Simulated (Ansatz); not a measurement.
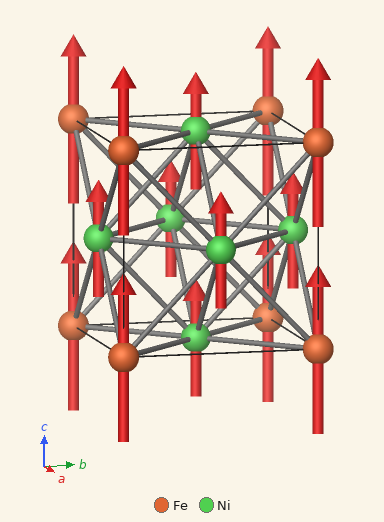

Structure drawing (ball-and-stick), viewed slightly off an axis. The simulation cell is outlined; an atom on or near a face, edge or corner is repeated at each equivalent position. Arrows are the site magnetic moments above 0.25 μB; longer means larger, and red and blue are up and down (without spin-orbit coupling the axis itself is arbitrary).

This is the state reached for FeNi$_{3}$. All computed values are from DFT PBE, scalar-relativistic, plane waves, PAW in Ansatz 0.2.0. Settings: 420 eV cutoff, a 14×14×14 sampling of the Brillouin zone, Gaussian smearing of 0.1 eV, collinear spins.

Which kind of magnetic order is this?

Ferromagnetic (within this cell). Site moments: 1 Fe +2.9 μB and 3 Ni +0.7 μB. The net spin moment of the whole cell is 4.8 μB.

Source of the structure: a structure listed in the Materials Project. It was relaxed with DFT PBE, scalar-relativistic, plane waves, PAW (Ansatz 0.2.0) under a constraint or pressure on the cell, so some stress remains.

At this level of theory the cell isn't at rest (compressed, at 4 GPa), so its distances can differ from those at equilibrium, the more so the softer the solid, and its magnetic state may change on relaxation.
